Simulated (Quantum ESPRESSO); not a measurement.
## CaO (Lime): phonon deformation potentials, worked out

Aim: the phonon deformation potentials p and q of CaO (Lime), tested on a biaxially strained cell.

Calculated with Quantum ESPRESSO 7.5; DFT LDA, scalar-relativistic, plane waves, PseudoDojo norm-conserving pseudopotentials.

## (1) Set-up

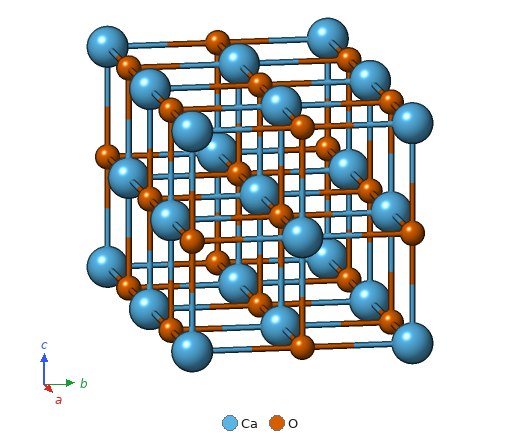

The starting structure, seen slightly off an axis (calcium blue, oxygen orange). 2×1×1 cells are drawn. This picture shows the conventional cell, with its axes. Some periodic images of atoms are drawn too.

Coordinates:

```
CELL_PARAMETERS angstrom
-2.35206 0.00000 2.35206
0.00000 2.35206 2.35206
-2.35206 2.35206 0.00000
ATOMIC_POSITIONS crystal
Ca 0.00000 0.00000 0.00000
O 0.50000 0.50000 0.50000
```

This is the cell after its relaxation at this level of theory, not the database cell from which that began.

## (2) Uniaxial strain

The relaxed cell is stretched along z alone. This keeps all atoms on sites fixed by symmetry and splits the threefold mode into a singlet, polarised along z, and a doublet. The macroscopic field is left out, so these are transverse modes. Cutoff 92 Ry, k mesh 8×8×8.

From the response at ε_zz = 0.01:

Output:

```text
[banners, grids, parts of the stress and lines that vanish by symmetry left out]
Program PHONON v.7.5
     Reading xml data from directory:

[...]
Exchange-correlation= PW
                           (   1   4   0   0   0   0   0)
[...]
kinetic-energy cut-off    =      92.0000  Ry
     charge density cut-off    =     368.0000  Ry
     convergence threshold     =      1.0E-18
[...]
Exchange-correlation= PW
                           (   1   4   0   0   0   0   0)
[...]
q = (   0.0000000   0.0000000   0.0000000 )
     17 Sym.Ops. (with q -> -q+G )
     G cutoff =  372.0118  (  21147 G-vectors)     FFT grid: ( 40, 40, 40)
     number of k points=    59
[...]
Mode symmetry, D_4h(4/mmm) point group:
[...]
Representation #   1 mode #   1
[...]
End of self-consistent calculation
     Convergence has been achieved
     Representation #   2 mode #   2
[...]
End of self-consistent calculation
     Convergence has been achieved
     Representation #   3 modes #   3   4
[...]
End of self-consistent calculation
     Convergence has been achieved
     Representation #   4 modes #   5   6
[...]
End of self-consistent calculation
     Convergence has been achieved
[...]
q = (    0.000000000   0.000000000   0.000000000 )
[...]
freq (    1) =      -0.026793 [THz] =      -0.893713 [cm-1]
     freq (    2) =      -0.026793 [THz] =      -0.893713 [cm-1]
     freq (    3) =      -0.025009 [THz] =      -0.834196 [cm-1]
     freq (    4) =       7.930379 [THz] =     264.528958 [cm-1]
     freq (    5) =       8.778396 [THz] =     292.815761 [cm-1]
     freq (    6) =       8.778396 [THz] =     292.815761 [cm-1]
[...]
Mode symmetry, D_4h(4/mmm) point group:
     freq (   1-   2) =         -0.9  [cm-1]   --> E_u  X_5' M_5'  I
     freq (   3-   3) =         -0.8  [cm-1]   --> A_2u X_4' M_4'  I
     freq (   4-   4) =        264.5  [cm-1]   --> A_2u X_4' M_4'  I
     freq (   5-   6) =        292.8  [cm-1]   --> E_u  X_5' M_5'  I

   JOB DONE.
```

```csv
ε_zz,singlet (cm⁻¹),doublet (cm⁻¹),σ_zz (GPa),σ_xx (GPa)
-0.01,317.75,288.36,-2.783,-0.644
-0.005,304.25,289.71,-1.347,-0.318
0,290.88,290.88,0.001,0.001
0.005,277.64,291.91,1.265,0.313
0.01,264.53,292.82,2.451,0.618
```

Stress is counted positive in tension.

## (3) The fit

To first order ω² − ω₀² = p ε_zz + q (ε_xx + ε_yy) for the mode along z, and likewise for x and y. With ε_zz alone the singlet gives p and the doublet q.

The linear terms of parabolas through ω² are p = -18.31 ω₀² and q = 1.53 ω₀², with ω₀ = 290.9 cm⁻¹. Those of the stresses are C11 = 262 GPa and C12 = 63 GPa. Under hydrostatic strain p and q imply γ = −(p + 2q)/(6 ω₀²) = 2.54.

A layer held to an in-plane strain ε and free along z takes ε_zz = −2 (C12/C11) ε = -0.482 ε. To first order the singlet then shifts by (q − p C12/C11) ε / ω₀ = 1729 ε cm⁻¹. For ε = -0.006, ε_zz = 0.00289, the formulas for ω² predict 280.33 cm⁻¹ for the singlet and 305.79 cm⁻¹ for the doublet.

## (4) A biaxially strained cell

This run was no part of the fit.

Output:

```text
[banners, grids, parts of the stress and lines that vanish by symmetry left out]
[banner, memory and clock lines left out]
Program PHONON v.7.5

[...]
Exchange-correlation= PW
                           (   1   4   0   0   0   0   0)
[...]
kinetic-energy cut-off    =      92.0000  Ry
     charge density cut-off    =     368.0000  Ry
     convergence threshold     =      1.0E-18
[...]
Exchange-correlation= PW
                           (   1   4   0   0   0   0   0)
[...]
q = (   0.0000000   0.0000000   0.0000000 )
     17 Sym.Ops. (with q -> -q+G )
     G cutoff =  367.1730  (  20691 G-vectors)     FFT grid: ( 40, 40, 40)
     number of k points=    59
[...]
Mode symmetry, D_4h(4/mmm) point group:
[...]
Representation #   1 mode #   1
[...]
End of self-consistent calculation
     Convergence has been achieved
     Representation #   2 mode #   2
[...]
End of self-consistent calculation
     Convergence has been achieved
     Representation #   3 modes #   3   4
[...]
End of self-consistent calculation
     Convergence has been achieved
     Representation #   4 modes #   5   6
[...]
End of self-consistent calculation
     Convergence has been achieved
[...]
q = (    0.000000000   0.000000000   0.000000000 )
[...]
freq (    1) =      -0.025603 [THz] =      -0.854020 [cm-1]
     freq (    2) =      -0.025603 [THz] =      -0.854020 [cm-1]
     freq (    3) =      -0.024896 [THz] =      -0.830427 [cm-1]
     freq (    4) =       8.401021 [THz] =     280.227892 [cm-1]
     freq (    5) =       9.178496 [THz] =     306.161665 [cm-1]
     freq (    6) =       9.178496 [THz] =     306.161665 [cm-1]
[...]
Mode symmetry, D_4h(4/mmm) point group:
     freq (   1-   1) =         -0.9  [cm-1]   --> A_2u X_4' M_4'  I
     freq (   2-   3) =         -0.9  [cm-1]   --> E_u  X_5' M_5'  I
     freq (   4-   4) =        280.2  [cm-1]   --> A_2u X_4' M_4'  I
     freq (   5-   6) =        306.2  [cm-1]   --> E_u  X_5' M_5'  I
```

```csv
mode,predicted (cm⁻¹),run (cm⁻¹)
singlet,280.33,280.23
doublet,305.79,306.16
```

The stress along z is -0.011 GPa and that in the plane -1.837 GPa; the unstrained cell carries 0.001 GPa.

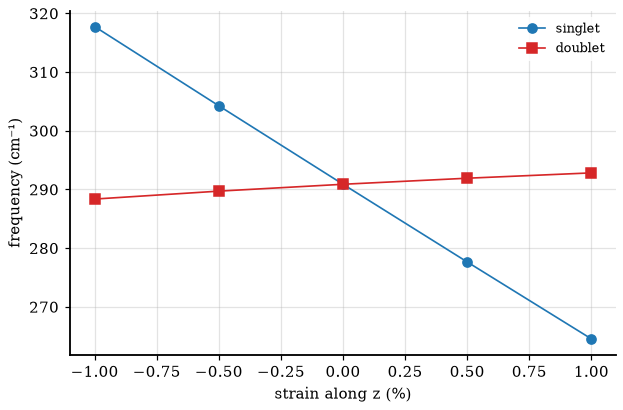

The two components under uniaxial strain.

## (5) Outcome

```yaml
p_in_units_of_the_squared_frequency: -18.31
q_same_units: 1.528
shift_of_the_singlet_per_unit_of_biaxial_strain: 1729 cm⁻¹
c11_and_c12: 262 and 63 GPa
```

**Reading.** To first order, one per cent of tensile biaxial strain moves the singlet of CaO (Lime) by 17.3 cm⁻¹ and the doublet by -25.5 cm⁻¹; the formulas miss the test run by up to 0.37 cm⁻¹. In the rock-salt structure this mode is infrared active and has no first-order Raman line. The third potential, r, needs shear strain, which was not run. These are harmonic values at zero temperature.

[Host names and launcher messages were left out of these logs when they were recorded.]

[Logs are printed without paths, hosts, clocks, repeated set-up lines and the standing remarks that a program may print on its own settings, such as how far it seeks lower states.]

[Hosts, paths, dates, database ids (printed as entryN), source tags and the programs' standing remarks are cut or masked in the printed files.]
